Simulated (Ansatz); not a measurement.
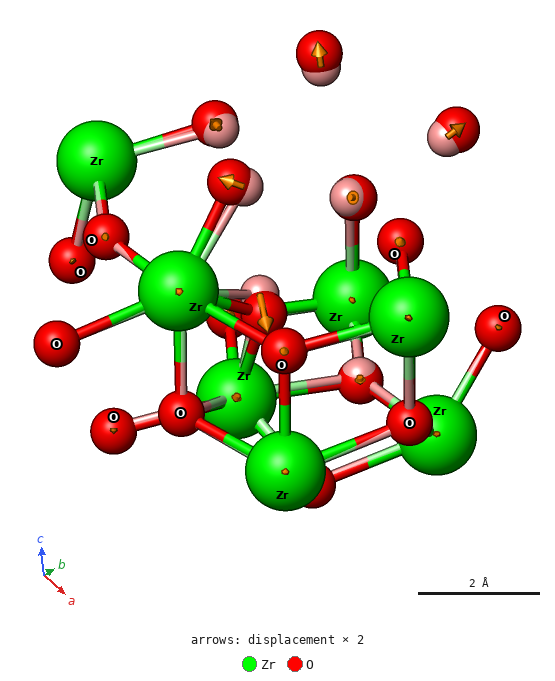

This is a relaxation of a defect cell of composition Zr15O32 (cell charge −2). The starting structure is drawn faded, the final one solid; orange arrows show the displacements, magnified 2 times.

The picture is a ball-and-stick view of the atoms within 4.2 Å of the atom that moves most (axes of the cell of the calculation (origin shifted)), seen slightly off an axis.

All numbers below come from DFT, PBE, plane-wave PAW, default files, scalar-relativistic in Ansatz.

The input:
```yaml
crystal:
  lattice:
    - [-5.9964618041, 5.2023, 5.2551587544]
    - [4.3009381959, -5.2023, 5.2551587544]
    - [5.9964618041, 5.2023, -5.2551587544]
  atoms:
    - { symbol: Zr, position: [0.62435, 0.7426, 0.15795] }
    - { symbol: Zr, position: [0.62435, 0.2426, 0.65795] }
    - { symbol: Zr, position: [0.12435, 0.7426, 0.65795] }
    - { symbol: Zr, position: [0.41535, 0.5074, 0.63175] }
    - { symbol: Zr, position: [0.91535, 0.0074, 0.63175] }
    - { symbol: Zr, position: [0.91535, 0.5074, 0.13175] }
    - { symbol: Zr, position: [0.41535, 0.0074, 0.13175] }
    - { symbol: Zr, position: [0.87565, 0.7574, 0.84205] }
    - { symbol: Zr, position: [0.37565, 0.2574, 0.84205] }
    - { symbol: Zr, position: [0.37565, 0.7574, 0.34205] }
    - { symbol: Zr, position: [0.87565, 0.2574, 0.34205] }
    - { symbol: Zr, position: [0.58465, 0.4926, 0.36825] }
    - { symbol: Zr, position: [0.08465, 0.9926, 0.36825] }
    - { symbol: Zr, position: [0.08465, 0.4926, 0.86825] }
    - { symbol: Zr, position: [0.58465, 0.9926, 0.86825] }
    - { symbol: O, position: [0.61755, 0.4641, 0.60245] }
    - { symbol: O, position: [0.11755, 0.9641, 0.60245] }
    - { symbol: O, position: [0.11755, 0.4641, 0.10245], spin: 0.5 }
    - { symbol: O, position: [0.61755, 0.9641, 0.10245] }
    - { symbol: O, position: [0.13835, 0.2859, 0.40345], spin: 0.5 }
    - { symbol: O, position: [0.63835, 0.7859, 0.40345] }
    - { symbol: O, position: [0.63835, 0.2859, 0.90345] }
    - { symbol: O, position: [0.13835, 0.7859, 0.90345] }
    - { symbol: O, position: [0.38245, 0.5359, 0.39755] }
    - { symbol: O, position: [0.88245, 0.0359, 0.39755] }
    - { symbol: O, position: [0.88245, 0.5359, 0.89755] }
    - { symbol: O, position: [0.38245, 0.0359, 0.89755] }
    - { symbol: O, position: [0.86165, 0.7141, 0.59655] }
    - { symbol: O, position: [0.36165, 0.2141, 0.59655] }
    - { symbol: O, position: [0.36165, 0.7141, 0.09655] }
    - { symbol: O, position: [0.86165, 0.2141, 0.09655], spin: 0.5 }
    - { symbol: O, position: [0.3389, 0.20785, 0.20045], spin: 0.5 }
    - { symbol: O, position: [0.8389, 0.70785, 0.20045] }
    - { symbol: O, position: [0.8389, 0.20785, 0.70045] }
    - { symbol: O, position: [0.3389, 0.70785, 0.70045] }
    - { symbol: O, position: [0.4926, 0.54215, 0.88105] }
    - { symbol: O, position: [0.9926, 0.04215, 0.88105], spin: 0.5 }
    - { symbol: O, position: [0.9926, 0.54215, 0.38105] }
    - { symbol: O, position: [0.4926, 0.04215, 0.38105] }
    - { symbol: O, position: [0.6611, 0.79215, 0.79955] }
    - { symbol: O, position: [0.1611, 0.29215, 0.79955] }
    - { symbol: O, position: [0.1611, 0.79215, 0.29955] }
    - { symbol: O, position: [0.6611, 0.29215, 0.29955] }
    - { symbol: O, position: [0.5074, 0.45785, 0.11895] }
    - { symbol: O, position: [0.0074, 0.95785, 0.11895], spin: 0.5 }
    - { symbol: O, position: [0.0074, 0.45785, 0.61895] }
    - { symbol: O, position: [0.5074, 0.95785, 0.61895] }
magnetization:
  spin_polarized: true
total_charge: -2
kpoints:
  mp_grid: { grid: [3, 3, 3] }
scf:
  occupations: { method: fermi_dirac, width: 0.01 }
hamiltonian:
  xc: pbe
  pseudopotentials: { kind: paw }
output:
  forces: true
  stress: true
  populations: true
  efg:
    quadrupole_moments_barn: { Zr: -0.176, O: -0.02558 }
    contact_densities: true
relax:
  f_tol: 0.03
  max_steps: 40
```

Command:
```bash
ansatz run input.yaml --threads 4 --pin off --max-ram 10240MiB --backend cpu --events-out ev --progress --plain --runs-dir out
```

### Which element moves most?

Oxygen: up to 0.40 Å, against 0.15 Å for zirconium.

### What happened in the run?

Over 8 accepted moves (10 points after the start) the energy falls by 1.744 eV per cell of the calculation. The largest force component goes from 2.2 to 0.019 eV/Å. The line search rejected the trial steps at points 7, 9 of the run. O37 moves most: 0.40 Å along [2 −3 −2]. By element the largest moves are O 0.40 Å, Zr 0.15 Å. The cell stays as it was. Some distances before and after: Zr14–O18 2.236 → 2.119 Å, Zr5–Zr8 3.446 → 3.557 Å, Zr7–O32 2.064 → 1.982 Å, Zr15–O31 2.152 → 2.072 Å. Among the angles between lasting bonds that change: Zr5–O37–Zr8 109.8° → 117.7°, Zr7–O23–Zr14 108.1° → 110.4°. The run took 20 min on 4 threads of Intel(R) Xeon(R) CPU @ 2.60GHz (Ice Lake) (shared host), peak memory 5.1 GiB.

Limits of the set-up: the cell is charged, on a uniform background, and energies carry no finite-size correction.
